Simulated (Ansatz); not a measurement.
```
Co
1.0
     5.07858    0.00000    0.00000
     0.00000    5.07858    0.00000
     0.00000    0.00000    5.07858
Co
8
Direct
  0.50000 0.00000 0.00000
  0.00000 0.50000 0.00000
  0.00000 0.00000 0.50000
  0.50000 0.50000 0.50000
  0.75000 0.25000 0.25000
  0.25000 0.75000 0.25000
  0.25000 0.25000 0.75000
  0.75000 0.75000 0.75000
```

Space group Fd-3m; a generated structure, not necessarily the stable one; spin-polarised.

All numbers below come from Ansatz, DFT, PBE, PAW with Ansatz's default frozen-core files, scalar-relativistic.

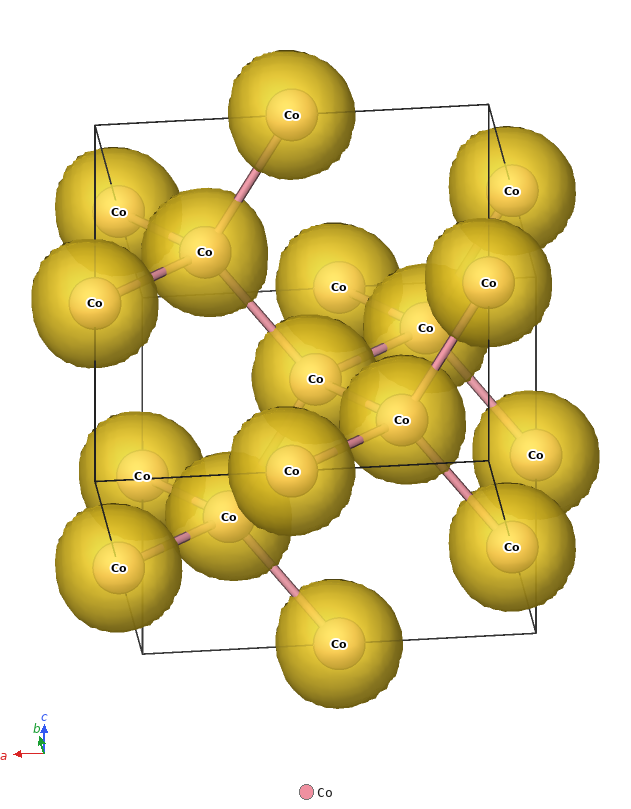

Co. Isosurface of the valence electron density at 1 e/Å³ (yellow), seen at an oblique angle. Sticks mark near contacts.

Core electrons are frozen (PAW), and the valence fields are smoothed inside the atomic spheres.

### What does this surface tell about the bonding?

At this value the density breaks into separate islands; it holds about 80 % of the electrons treated as valence (semicore included). It bridges none of the near contacts. It is pinched off along the shortest Co–Co (2.20 Å) contacts. On the grid the lowest density along these lines, outside the cores, is 0.58 e/Å³ (Co–Co, 2.20 Å).

### Does the calculation give a band gap?

It is metallic or semimetallic at this level of theory: no gap opens.
